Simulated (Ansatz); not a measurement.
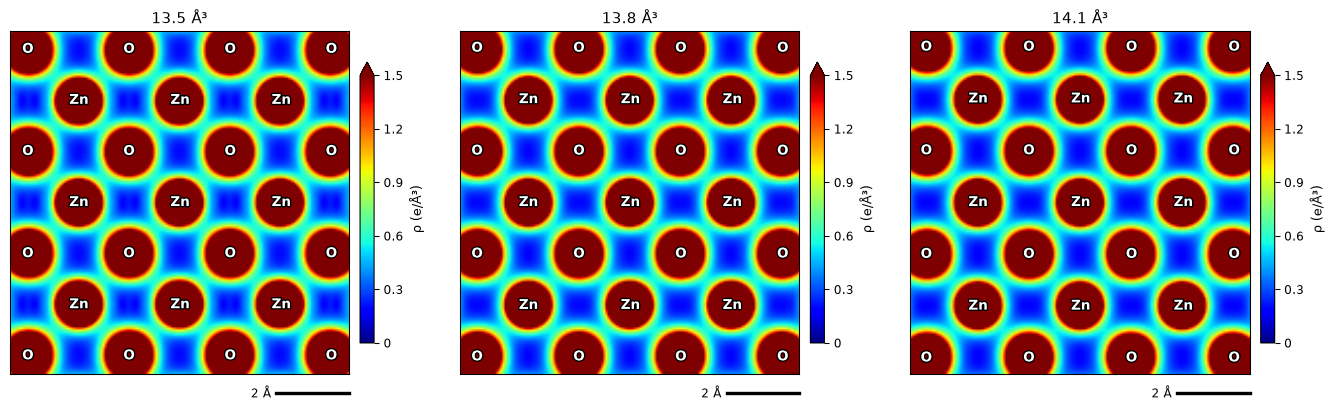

ZnO. The valence charge density (pseudo) of cells scaled evenly to different volumes (given per atom above each panel), on the (11̄0) plane of each (indices in the axes of the cell below), at one length scale and on one colour scale.

A generated structure, not necessarily the stable one.

Level of theory: Kohn-Sham DFT of a periodic cell, PBE, Ansatz PAW (Ansatz 0.2.0).

Core electrons are frozen (PAW), and the valence fields are smoothed inside the atomic spheres.

The largest cell:

```xyz
2
Lattice="1.4521 -3.5735 0.0000 1.4521 3.5735 0.0000 0.0000 0.0000 2.8758" Properties=species:S:1:pos:R:3 pbc="T T T"
Zn    0.0000    0.0000    0.0000
O     1.4521    0.0000    1.4379
```

| volume (Å³/atom) | Zn–O contact in the plane (Å) | ρ at its midpoint (e/Å³) | pressure (GPa) | 
| --- | --- | --- | --- |
| 13.49 | 1.976 | 0.589 | 7.8 | 
| 13.77 | 1.990 | 0.569 | 4.9 | 
| 14.06 | 2.003 | 0.552 | 2.3 | 
| 14.64 | 2.030 | ? | ? | 
| 14.92 | 2.044 | 0.505 | −3.9 | 

Question: What values belong in the row with question marks?

Answer: Over the known rows ln ρ falls by 2.25 per Å of Zn–O distance (a least-squares line), which gives 0.521 e/Å³ at 2.030 Å; the calculation gives 0.520 e/Å³. For the pressure, a straight line in volume between the neighbouring rows gives −1.9 GPa; the calculation gives −2.0.
